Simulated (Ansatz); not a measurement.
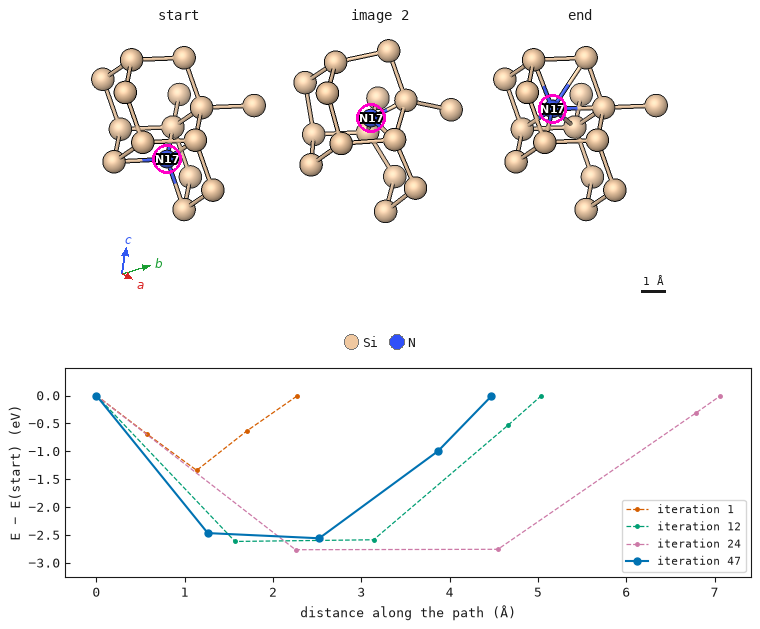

A nudged-elastic-band calculation for Si with an interstitial N (17 atoms in the cell). Images are numbered from 0 (start) to 4 (end). The plot follows the band through its iterations. Style: ball-and-stick. Shown: the atoms within 4.2 Å of the middle of the path, slightly off an axis. The moving atom is ringed, with any periodic copies. Bonds to atoms that aren't drawn are left out.

Theory: DFT PBEsol, scalar-relativistic, plane waves, PAW (Ansatz). Set-up: plane-wave cutoff 420 eV; k-point mesh 2 × 2 × 2; Gaussian smearing 0.02 eV; spin collinear; 3 movable images; climbing image; force threshold 0.05 eV/Å; iteration limit 47; end points as typed, not relaxed.

**How did the profile develop, and is the result final?**

The result isn't final. The band hadn't converged when the run stopped after 47 iterations. The end points weren't relaxed, so energies relative to them aren't barriers between minima. The first iteration put the highest image at 0.00 eV. Relative to the start the highest point is image 0 at 0.00 eV and the end lies at −0.01 eV, but the profile dips to −2.56 eV at image 2 on the way, so there may be an intermediate minimum, or an end is no minimum.

Limits of the set-up: the periodic images lie only 7.7 Å apart, so the values are limited by the cell's size.

Cost: 13 min on 2 threads of Intel(R) Xeon(R) Platinum 8488C (Sapphire Rapids), with other jobs on the host, peak memory 1.3 GiB.

PAW datasets: the set soft_1.
